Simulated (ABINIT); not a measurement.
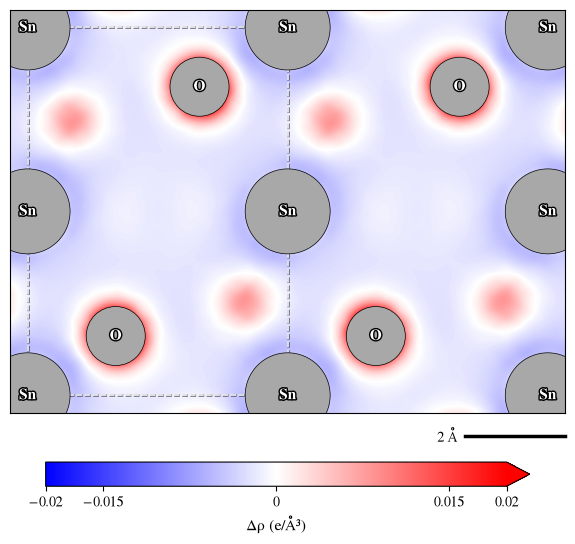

SnO2. Difference of the valence pseudo-densities of two functionals at the same geometry, on the (110) plane of the calculation cell: one of PBE and PBEsol less the other.

Both computed with ABINIT (plane waves, PAW), on the same k-point mesh. Grey discs cover the atomic cores.

```
CELL_PARAMETERS angstrom
5.17526 0.00000 0.00000
0.00000 5.17526 0.00000
0.00000 0.00000 5.17526
ATOMIC_POSITIONS crystal
Sn 0.00000 0.00000 0.00000
Sn 0.50000 0.00000 0.50000
Sn 0.50000 0.50000 0.00000
Sn 0.00000 0.50000 0.50000
O 0.66110 0.83890 0.16110
O 0.83890 0.16110 0.66110
O 0.16110 0.66110 0.83890
O 0.33890 0.33890 0.33890
O 0.66110 0.66110 0.66110
O 0.83890 0.33890 0.16110
O 0.16110 0.83890 0.33890
O 0.33890 0.16110 0.83890
```

Which was subtracted from which, and what does the map show?

It is PBE less PBEsol. Against PBEsol, PBE gives less density around Sn (−0.004 e/Å³ on average at 1.0 Å from the nucleus) and a change of −0.005 e/Å³ at the midpoint of Sn–O.
